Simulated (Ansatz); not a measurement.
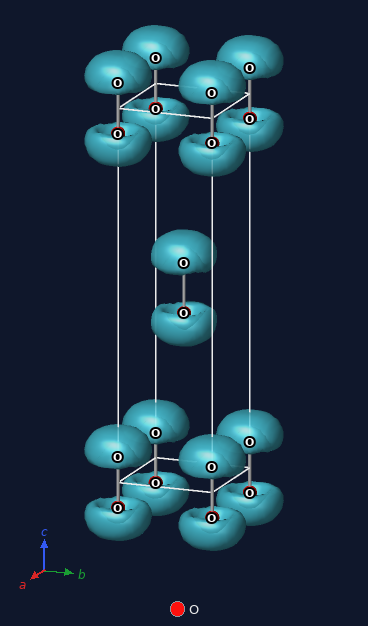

*O. Isosurface of the electron localisation function at 0.8 (cyan), seen slightly off an axis. Only the valence region is drawn (cores and ρ < 0.01 e/Å³ removed). Sticks mark near contacts.*

Space group I4/mmm.

These are results of Ansatz 0.2.0, DFT PBEsol, scalar-relativistic, plane waves, PAW, not measurements.

Input

```
crystal:
  lattice:
    - [0.0, 1.6579205657, 4.4867638084]
    - [1.6569651308, 0.0, 4.4867638084]
    - [1.6569651308, 1.6579205657, 0.0]
  atoms:
    - { symbol: O, position: [0.0671539947, 0.0671539947, 0.9328460053] }
    - { symbol: O, position: [0.9328460053, 0.9328460053, 0.0671539947] }
basis:
  ecutwfc: 420
kpoints:
  mp_grid: { grid: [18, 18, 18] }
  band_path:
    path:
      - [[0.0, 0.0, 0.0], [0.5, 0.0, 0.5], [0.5, 0.03438382, 0.53438382]]
      - [[0.5, 0.96561618, 0.46561618], [0.5, 0.5, 0.0], [0.9661533, 0.5, 0.4661533]]
      - [[0.0338467, 0.5, 0.5338467], [0.0, 0.5, 0.5], [0.24788786, 0.74788786, 0.5]]
      - [[0.75211214, 0.25211214, 0.5], [0.5, 0.0, 0.5]]
    npoints: 14
hamiltonian:
  xc: pbesol
scf:
  occupations: { method: gaussian, width: 0.1 }
  n_extra_bands: 6
output:
  forces: true
  stress: true
  eigenvalues: true
  populations: true
  dos: { projected: true, de: 0.02, nscf_kmesh: { grid: [27, 27, 27] } }
  bader: true
  write_density: true
  write_potential: true
  elf: true
  volumetric_format: npy
```

Launched as:

```sh
ansatz run input.yaml --threads 1 --pin off --max-ram 2560MiB --backend cpu --events-out ev --progress --plain --runs-dir out
```

Below, planes, directions and counts refer to the conventional cell (a = 2.34 Å, b = 2.34 Å, c = 8.97 Å, α = 90.00°, β = 90.00°, γ = 90.03°).

Where are the electrons localised?

At this value the surface marks out four lobes on O, pointing away from the bonds (lone pairs, which may merge into one lobe), counted in one cell of 4 atoms. Any copies at cell faces, edges or corners count once. Along the contacts the grid gives the following. O–O (1.21 Å): the ELF peaks at about 0.75 between the atoms.

Does the calculation make it a metal, or give it a gap?

It is gapless in this calculation (a metal or semimetal).
